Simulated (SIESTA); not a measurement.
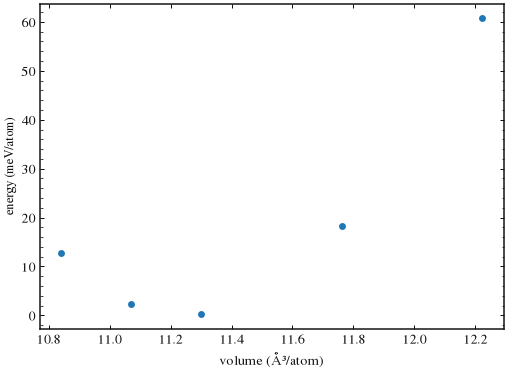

The figure shows the energy against volume for HfO₂, space group P2_1/c (No. 14).

Cell as given: a = 5.118 Å, b = 5.186 Å, c = 5.284 Å, α = 90.00°, β = 99.35°, γ = 90.00°; 12 atoms.

Computed with SIESTA 5.4.2: DFT in numerical atomic orbitals with pseudopotentials, no spin polarisation; energies at scaled volumes of the given cell, shape and fractions fixed, counted from the fit's minimum, third-order Birch-Murnaghan fit. Level: LDA.

k mesh 4×4×4; occupations Fermi–Dirac; smearing width 0.05 eV; potentials PseudoDojo 0.4 standard, converted to PSML, two zetas on semicore shells; program settings basis DZP, mesh cutoff 800 Ry.

The points at volume 11.53 Å³/atom and 11.99 Å³/atom are left out of the plot. What values does the calculation give there?

```tsv
volume (Å³/atom)	energy (meV/atom)
11.53	5.80
11.99	36.72
```

Limits of the calculation: mulliken charges of long orbitals; short basis over semicore shells; shape and atomic fractions are frozen while scaling, which makes layered, chain and framework solids too stiff.
